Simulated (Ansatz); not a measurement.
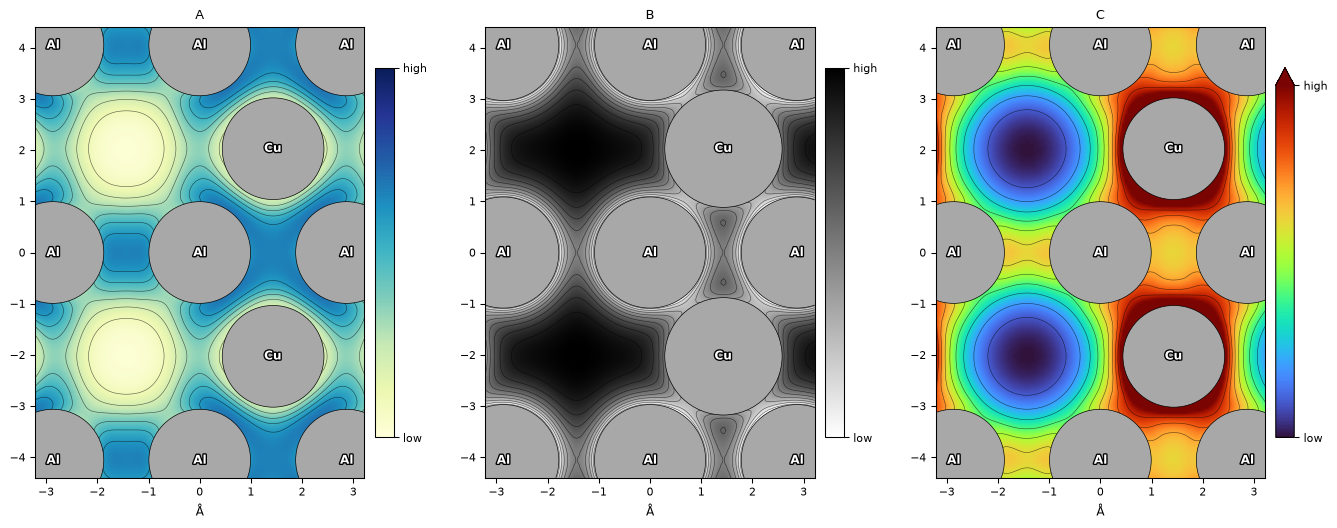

Al₂Cu: 3 fields on the (110) plane of the conventional cell, with unlabelled colour scales. Grey discs cover the atomic cores.

Space group Fm-3m; a structure from a database of computed crystals, not necessarily the ambient phase; computed without spin polarisation.

All numbers below come from DFT r2SCAN, scalar-relativistic, plane waves, PAW (Ansatz 0.2.0).

Match the panels to the quantities (electron localisation function, electrostatic potential energy of an electron and valence pseudo-density).

Panel A: electron localisation function. Panel B: electrostatic potential energy of an electron (low next to the atoms, rising into the space between them). Panel C: valence pseudo-density. From the grid: Al–Cu (2.48 Å): ρ is about 0.32 e/Å³ halfway; the ELF peaks at about 0.70 between the atoms.
